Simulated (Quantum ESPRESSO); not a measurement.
Run report: CuO, single-point calculation (part 3 of 3)

The same run, continued: CuO (P-6m2, 2 atoms in the cell); Kohn-Sham DFT of a periodic cell, PBEsol, GBRV 1.5 PBEsol, no spin polarisation (Quantum ESPRESSO 7.5); cutoff 761.92 eV, 11×11×10 k-mesh, fermi-dirac of 0.05 eV. The structure was built on a prototype by a generator; it need not be a known phase. The volume is scaled by 1.06.

Geometry of the input (Å; fractional positions):
```
2.8920  0.0000  0.0000
-1.4460  2.5045  0.0000
0.0000  0.0000  2.8224
Cu 0.0000  0.0000  0.0000
O  0.6667  0.3333  0.5000
```

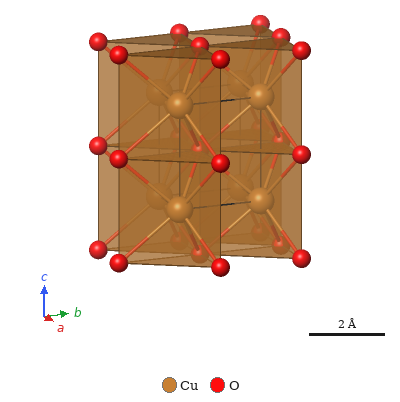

The input geometry (polyhedral view of the cell of the calculation, seen slightly off an axis; polyhedra are completed across the faces of the cell).

Results in brief:

| quantity | value |
| --- | --- |
| outcome | converged |
| space group (tolerance 0.01 Å) | P-6m2 (187) |
| electrons treated | 25 |
| free energy | −5926.9873 eV |
| Fermi energy | 10.933 eV |
| gap on the k-point mesh | none (metallic) |
| pressure | −16.78 GPa |
| largest force (length of the vector) | under 0.001 eV/Å |
| hardware | 1 thread of Arm Neoverse V1, 24 GiB of memory available, shared host |
| wall time | 40 s |
| peak memory | 0.16 GiB |

The run has no spin polarisation, so a magnetic state may lie lower.
